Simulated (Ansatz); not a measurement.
## Ge: one change and its effect

System: Ge (Cmmm, 1 atom in the cell).
Method of run A: Kohn-Sham DFT of a periodic cell, PBE, Ansatz PAW, no spin polarisation (Ansatz 0.2.0).

The structure derives from a Materials Project entry. Text and figures count atoms from 1; the logs count them from 0 in places.

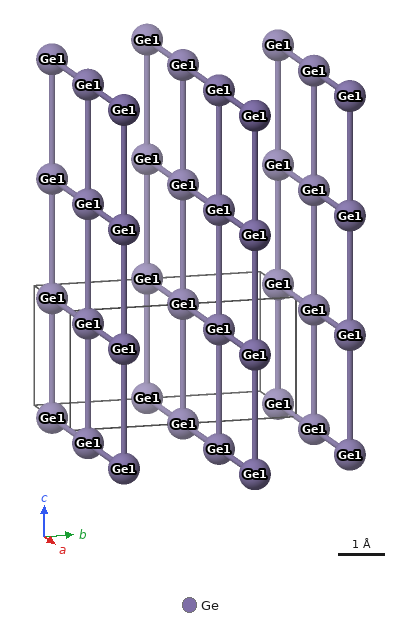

The input geometry (ball-and-stick view of the cell 2 times as large as that of the calculation, set on its symmetry axes, repeated 3 × 1 × 3, seen slightly off an axis; atoms are numbered from 1 in the order of the input). An atom can appear more than once, as a periodic image.

### The input, run A
```yaml
crystal:
  lattice:
    - [1.397149, -2.600516, 0.0]
    - [1.397149, 2.600516, 0.0]
    - [0.0, 0.0, 2.698231]
  atoms:
    - { symbol: Ge, position: [0.5, 0.5, 0.0] }
hamiltonian:
  xc: pbe
  pseudopotentials: { kind: paw }
kpoints:
  mp_grid: { grid: [11, 11, 10] }
scf:
  occupations: { method: fermi_dirac, width: 0.05 }
output:
  forces: true
  stress: true
  eigenvalues: true
relax:
  f_tol: 0.01
  max_steps: 40
  cell: { stress_tol: 0.05 }
```

Command:
```bash
ansatz run input.yaml --threads 2 --pin off --max-ram 5632MiB --backend cpu --events-out ev --progress --plain --runs-dir out
```

Hardware: 2 threads of Arm Neoverse N1, 24 GiB of memory available, shared host.

### Output, shortened to warnings, some set-up lines, iterations and results (run A)
```
Basis set: ecut = 420 eV, 397 PW (Γ), exchange–correlation on 40×40×40 points (8 copies of the dense FFT grid, shifted against one another)
Symmetry: 8 space group operations
k-points: 216 of 1210
Initial density: superposition of atomic densities (neutral atoms: chi_scale 0, normalization atom), corrected by the library's trained network
[...]
SCF iter   1: F=—  HF=-4294.735364 eV  |F-HF|=—  |Δ(HF+E_count)|=         —  Δρ=1.21e-3  dr2=3.28e-4  ethr=1.77e-3  ⟨swp⟩=5.7  Hψ=13876  notcnv=0
SCF iter   2: F=—  HF=-4294.735163 eV  |F-HF|=—  |Δ(HF+E_count)|=   2.00e-4  Δρ=8.65e-4  dr2=1.65e-4  ethr=2.35e-6  ⟨swp⟩=2.1  Hψ=4749  notcnv=0
SCF iter   3: F=—  HF=-4294.735171 eV  |F-HF|=—  |Δ(HF+E_count)|=   7.97e-6  Δρ=3.98e-4  dr2=2.08e-5  ethr=1.18e-6  ⟨swp⟩=2.0  Hψ=3864  notcnv=0
SCF iter   4: F=—  HF=-4294.735128 eV  |F-HF|=—  |Δ(HF+E_count)|=   4.31e-5  Δρ=1.38e-4  dr2=2.06e-6  ethr=1.49e-7  ⟨swp⟩=2.0  Hψ=3814  notcnv=0
SCF iter   5: F=—  HF=-4294.735127 eV  |F-HF|=—  |Δ(HF+E_count)|=   1.49e-6  Δρ=2.31e-5  dr2=7.54e-8  ethr=1.47e-8  ⟨swp⟩=2.0  Hψ=3871  notcnv=0
[... 35 lines ...]
SCF iter   4: F=—  HF=-4294.740465 eV  |F-HF|=—  |Δ(HF+E_count)|=   6.89e-8  Δρ=1.11e-6  dr2=1.18e-10  ethr=7.20e-11  ⟨swp⟩=2.0  Hψ=3894  notcnv=0
SCF iter   5: F=—  HF=-4294.740465 eV  |F-HF|=—  |Δ(HF+E_count)|=  4.64e-11  Δρ=3.94e-7  dr2=2.49e-11  ethr=1.00e-12  ⟨swp⟩=5.0  Hψ=8298  notcnv=0
SCF iter   6: F=-4294.740465 eV  HF=-4294.740465 eV  |F-HF|=1.82e-12  |Δ(HF+E_count)|=  1.46e-11  Δρ=2.30e-8  dr2=4.07e-14  ethr=1.00e-12  ⟨swp⟩=5.0  Hψ=8231  notcnv=0
SCF 7 converged in 6 iterations: F = -4294.740465 eV  dr2 = 4.07e-14
relax step   7: F+E_penalty+E_count = -4294.74046477 eV  Δ(F+E_penalty+E_count) = +4.489e-5 eV  max|allowed force component| = 0.000e0 eV/Å  Δτ_max = 0.0000 Å  P = +0.001 GPa …
basis re-selected at this cell: Δ(F+E_penalty+E_count) = +4.489e-5 eV, ΔP = +0.004 GPa vs the last step (what re-selecting the basis moved, of the pressure what is left beyond the Pulay correction that the steps carried, after the strain that the cell walked since its last selection, with what the …
SCF converged after 6 iterations
Free energy (F): -4294.740465 eV
Harris-Foulkes:  -4294.740465 eV  (|F-HF|=1.82e-12)
Internal energy: -4294.736015 eV  (E = F + TS)
E sigma→0 (E₀):  -4294.738240 eV
Entropy (-TS):   -0.004450 eV (-4.450 meV/atom)
Fermi energy:    10.554560 eV
--- Per-component energies (eV) ---
  E_band       = -119.646597
  E_kinetic    = 110.324604
  E_local      = -2178.566413  (includes V_loc(G=0)·N_el)
  E_nonlocal   = 415.975093
  E_hartree    = 952.560312
  E_xc         = -75.492164
  E_vxc        = -64.429832  (∫ρ·V_xc dr)
  E_paw        = -2017.241056  (= ΣΔE_a)
  E_vpaw       = -308.070992  (= ΣTr[D̂ρ^β])
  E_aug_tail   = 0.000321  (compensation charges beyond the density's cutoff)
  E_ewald      = -1502.296711
  E_smearing   = -0.004450  (= −TS)
  E_closure    = -0.000000  (closes the sum)
  Σ components = -4294.740465   (vs F -4294.740465, Δ=0.00e0)
--- Forces (eV/Å), atoms counted from 1 ---
  atom   1  Ge    -0.00000000     0.00000000     0.00000000
  max |Σ_I F_I| component: 6.31e-30 eV/Å
--- Stress (GPa, compression-positive) ---
       -0.012103       0.000000       0.000000
        0.000000       0.004864       0.000000
        0.000000       0.000000       0.010799
  P = ⅓ Tr σ = 0.0012 GPa (0.012 kbar)
--- Relaxed structure (6 steps of the walk, 6 accepted, 1 SCFs on fresh bases) ---
  F+E_penalty+E_count = -4294.74046477 eV   max|allowed force component| = 0.000e0 eV/Å   (the final SCF, on the basis selected at the relaxed cell)
  cell:  # Å, volume = 19.3951 Å³
    - [1.4236297845795993, -2.506757884270973, 0.0]
    - [1.4236297845795993, 2.506757884270973, 0.0]
    - [0.0, 0.0, 2.7173868711100213]
  atoms:
    - { symbol: Ge, position: [0.5, 0.5, 0.0] }
```

The input of run B differs as follows (lines with − go, lines with + come):
```diff
-  xc: pbe
+  xc: lda
```

Predict how the results change.

The total energies belong to different methods, so their difference says nothing on which is more stable or more accurate. The volume per atom goes from 19.40 to 17.97 Å³. The functional changes from PBE to LDA. The SCF takes 37 iterations over all geometry steps against 31.

### Output, shortened to warnings, some set-up lines, iterations and results (run B)
```
Basis set: ecut = 420 eV, 397 PW (Γ)
Symmetry: 8 space group operations
k-points: 216 of 1210
Initial density: superposition of atomic densities (neutral atoms: chi_scale 0, normalization atom), corrected by the library's trained network
[...]
SCF iter   1: F=—  HF=-4215.487177 eV  |F-HF|=—  |Δ(HF+E_count)|=         —  Δρ=5.57e-3  dr2=2.96e-3  ethr=1.77e-3  ⟨swp⟩=5.7  Hψ=14034  notcnv=0
SCF iter   2: F=—  HF=-4215.486007 eV  |F-HF|=—  |Δ(HF+E_count)|=   1.17e-3  Δρ=3.13e-3  dr2=1.21e-3  ethr=2.11e-5  ⟨swp⟩=1.2  Hψ=4287  notcnv=0
SCF iter   3: F=—  HF=-4215.485593 eV  |F-HF|=—  |Δ(HF+E_count)|=   4.14e-4  Δρ=5.42e-4  dr2=2.20e-5  ethr=8.62e-6  ⟨swp⟩=2.0  Hψ=2781  notcnv=0
SCF iter   4: F=—  HF=-4215.485560 eV  |F-HF|=—  |Δ(HF+E_count)|=   3.26e-5  Δρ=1.25e-4  dr2=1.63e-6  ethr=1.57e-7  ⟨swp⟩=2.0  Hψ=3871  notcnv=0
SCF iter   5: F=—  HF=-4215.485559 eV  |F-HF|=—  |Δ(HF+E_count)|=   1.58e-6  Δρ=2.96e-5  dr2=9.94e-8  ethr=1.16e-8  ⟨swp⟩=2.0  Hψ=3871  notcnv=0
[... 47 lines ...]
SCF iter   2: F=—  HF=-4215.520885 eV  |F-HF|=—  |Δ(HF+E_count)|=   5.22e-6  Δρ=1.18e-4  dr2=5.27e-8  ethr=1.52e-9  ⟨swp⟩=1.0  Hψ=2376  notcnv=0
SCF iter   3: F=—  HF=-4215.520887 eV  |F-HF|=—  |Δ(HF+E_count)|=   1.70e-6  Δρ=6.45e-7  dr2=1.60e-11  ethr=3.77e-10  ⟨swp⟩=1.0  Hψ=2376  notcnv=0
SCF iter   4: F=-4215.520887 eV  HF=-4215.520887 eV  |F-HF|=3.64e-12  |Δ(HF+E_count)|=  2.00e-11  Δρ=9.84e-8  dr2=1.12e-12  ethr=1.00e-12  ⟨swp⟩=5.1  Hψ=8363  notcnv=0
SCF 10 converged in 4 iterations: F = -4215.520887 eV  dr2 = 1.12e-12
relax step  10: F+E_penalty+E_count = -4215.52088699 eV  Δ(F+E_penalty+E_count) = -7.861e-7 eV  max|allowed force component| = 0.000e0 eV/Å  Δτ_max = 0.0000 Å  P = -0.002 GPa …
basis re-selected at this cell: Δ(F+E_penalty+E_count) = -7.861e-7 eV, ΔP = -0.000 GPa vs the last step (what re-selecting the basis moved, of the pressure what is left beyond the Pulay correction that the steps carried, after the strain that the cell walked since its last selection, with what the …
SCF converged after 4 iterations
Free energy (F): -4215.520887 eV
Harris-Foulkes:  -4215.520887 eV  (|F-HF|=3.64e-12)
Internal energy: -4215.516607 eV  (E = F + TS)
E sigma→0 (E₀):  -4215.518747 eV
Entropy (-TS):   -0.004280 eV (-4.280 meV/atom)
Fermi energy:    11.387866 eV
--- Per-component energies (eV) ---
  E_band       = -110.105004
  E_kinetic    = 112.018259
  E_local      = -2122.871193  (includes V_loc(G=0)·N_el)
  E_nonlocal   = 419.371279
  E_hartree    = 929.880880
  E_xc         = -75.811090
  E_vxc        = -65.842224  (∫ρ·V_xc dr)
  E_paw        = -1938.903641  (= ΣΔE_a)
  E_vpaw       = -312.543095  (= ΣTr[D̂ρ^β])
  E_aug_tail   = 0.000274  (compensation charges beyond the density's cutoff)
  E_ewald      = -1541.109702
  E_core_change = 1.908326  (= ΣΔE_core)
  E_smearing   = -0.004280  (= −TS)
  E_closure    = 0.000000  (closes the sum)
  Σ components = -4215.520887   (vs F -4215.520887, Δ=0.00e0)
--- Forces (eV/Å), atoms counted from 1 ---
  atom   1  Ge    -0.00000000     0.00000000     0.00000000
  max |Σ_I F_I| component: 6.31e-30 eV/Å
--- Stress (GPa, compression-positive) ---
       -0.002242       0.000000       0.000000
        0.000000      -0.001324       0.000000
        0.000000       0.000000      -0.002316
  P = ⅓ Tr σ = -0.0020 GPa (-0.020 kbar)
--- Relaxed structure (8 steps of the walk, 8 accepted, 2 SCFs on fresh bases) ---
  F+E_penalty+E_count = -4215.52088699 eV   max|allowed force component| = 0.000e0 eV/Å   (the final SCF, on the basis selected at the relaxed cell)
  cell:  # Å, volume = 17.9661 Å³
    - [1.3877169495815236, -2.4433475156279547, 0.0]
    - [1.3877169495815236, 2.4433475156279547, 0.0]
    - [0.0, 0.0, 2.649340600868204]
  atoms:
    - { symbol: Ge, position: [0.5, 0.5, 0.0] }
```

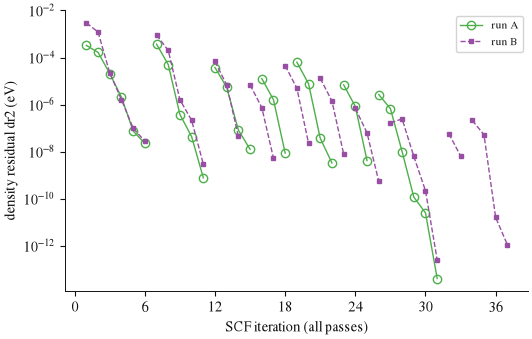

Convergence of the two runs: density residual dr2 against the SCF iteration. A break in a curve parts two SCF passes. Run A takes 31 iterations in all, and run B takes 37.

### The two runs side by side

| quantity | run A | run B |
| --- | --- | --- |
| outcome | converged | converged |
| free energy per atom (eV) | −4294.7405 | −4215.5209 |
| energy per atom, smearing taken to zero (eV) | −4294.7382 | −4215.5187 |
| gap on the mesh (eV) | 0.00 | 0.00 |
| pressure (GPa) | 0.00 | 0.00 |
| volume per atom (Å³) | 19.40 | 17.97 |
| largest force (eV/Å) | 0.000 | 0.000 |
| SCF iterations | 31 | 37 |
| irreducible k-points | 216 | 216 |
| wall time (shared host) | 18 s | 23 s |
